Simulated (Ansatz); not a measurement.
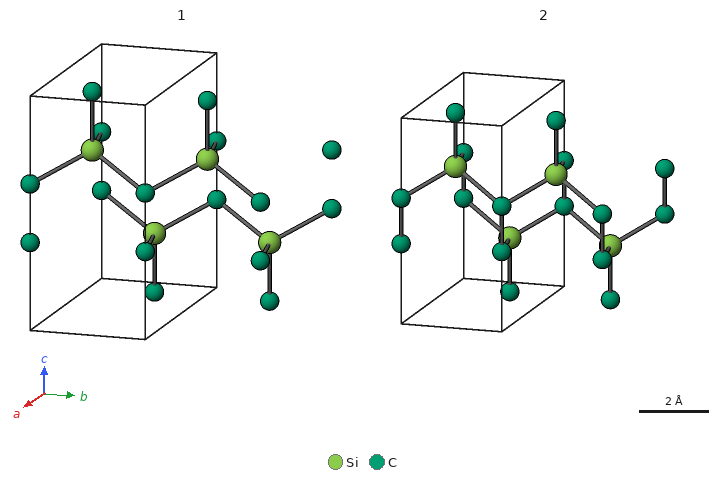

Two geometries of a crystal of SiC2 (a generated structure, set up in P-3m1) (coarse preliminary run), drawn at one scale. One is the start of a relaxation, the other its converged end. The picture is a ball-and-stick view of the cell of the calculation, repeated 1 × 2 × 1 with one cell outlined, seen from a free direction.

Method: Ansatz, DFT PBE, scalar-relativistic, plane waves, PAW. Settings: plane-wave cutoff 420 eV; k-point mesh 6 × 6 × 2; occupations gaussian; smearing width 0.1 eV; no spin polarisation; cell and atoms relaxed; force threshold 0.04 eV/Å; at most 70 steps.

Which of the two is the end point?

Answer. Structure 2 is the relaxed one. The energy falls by 841 meV per atom in 6 accepted moves (7 points after the start). The largest force component goes from 0.69 to 0.0056 eV/Å. Pressure: −40.42 GPa at the start and −0.31 GPa at the end. The SCF was repeated once at an unchanged geometry on a basis and grid sized afresh for the cell, which shifted the energy by 2.0 meV per atom at most. The largest moves relative to the cell, 0.11 Å, are those of C atoms. Largest moves by element: C 0.11 Å, Si 0.03 Å. Cell: a = b 3.376 → 2.950 Å (−12.6 %), c 8.270 → 7.263 Å (−12.2 %). Volume −33.0 %. Some distances before and after: C–C 2.068 → 1.603 Å, Si–Si 3.376 → 2.950 Å, C–C 2.068 → 1.776 Å, C–Si 2.068 → 1.833 Å. New bonds form: C–C (2.07 → 1.60 Å). Among the angles between lasting bonds that change: C–Si–C 109.5° → 107.1°, Si–C–Si 109.5° → 107.1°, C–Si–C 109.5° → 111.7°. The space group stays P-3m1 (No. 164).
